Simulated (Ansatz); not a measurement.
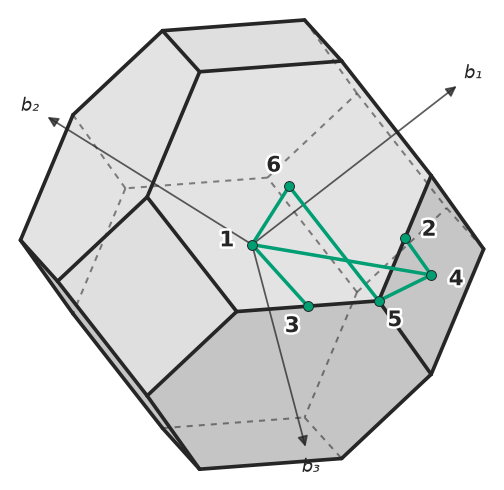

Crystal: W, the input geometry of an electronic-structure calculation (not necessarily at equilibrium); the starting structure was generated, so it need not be a known form of this composition. The first Brillouin zone of a face-centred cubic lattice (cF; extended symbol cF2) is drawn with its special points numbered. The drawing is computed from the coordinates (standard cell, symmetry found to 0.002 Å).

a = 4.014 Å, b = 4.014 Å, c = 4.014 Å, α = 90.00°, β = 90.00°, γ = 90.00°.

Labels and path follow the convention of Hinuma et al. (2017), as computed by seekpath; the arrows show the directions of the reciprocal primitive vectors b₁, b₂, b₃, in which coordinates are given.

Which special point is each number?

| no. | label | coordinates |
| --- | --- | --- |
| 1 | Γ | (0, 0, 0) |
| 2 | U | (5/8, 1/4, 5/8) |
| 3 | K | (3/8, 3/8, 3/4) |
| 4 | X | (1/2, 0, 1/2) |
| 5 | W | (1/2, 1/4, 3/4) |
| 6 | L | (1/2, 1/2, 1/2) |
